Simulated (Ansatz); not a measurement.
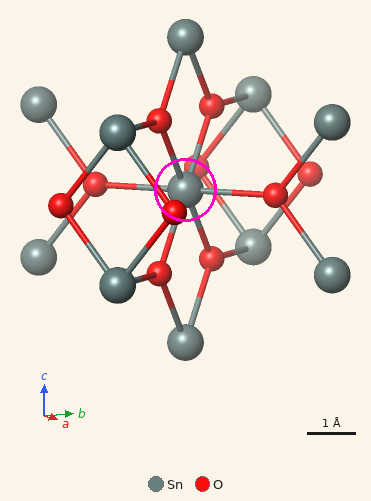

Perfect SnO2. Style: ball-and-stick. Shown: the atoms within 3.8 Å of one point, slightly off an axis.

Computed with Ansatz, DFT, PBEsol, PAW, plane waves. Set-up: plane-wave cutoff 420 eV; k-point mesh 1 × 1 × 1; mesh shifted by (0.25, 0.25, 0.25); collinear spin. Fermi-Dirac smearing of 0.01 eV. A uniform background neutralises the charged cell. The axes drawn are those of the host's conventional cell.

A tin atom is taken out (a vacancy) at the ringed place, in charge state −1. The supercell has 72 sites, and the atoms are relaxed at the host's cell.

Question: Predict the relaxed surroundings of the defect.

Answer: Around the empty Sn site the host had 6 O at 2.07 Å; after relaxation the nearest atoms are 6 O at 2.04 to 2.19 Å. Of the host's atoms, an oxygen atom moves furthest from its site, by 0.17 Å. The cell's net moment is 3.00 μB.

The relaxed defect, seen from the same direction:

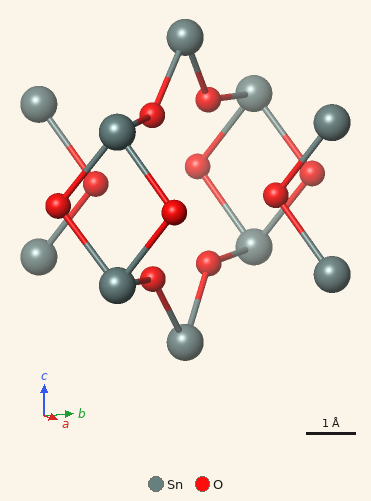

Limits of the set-up: the cell is charged, on a uniform background, and energies carry no finite-size correction.
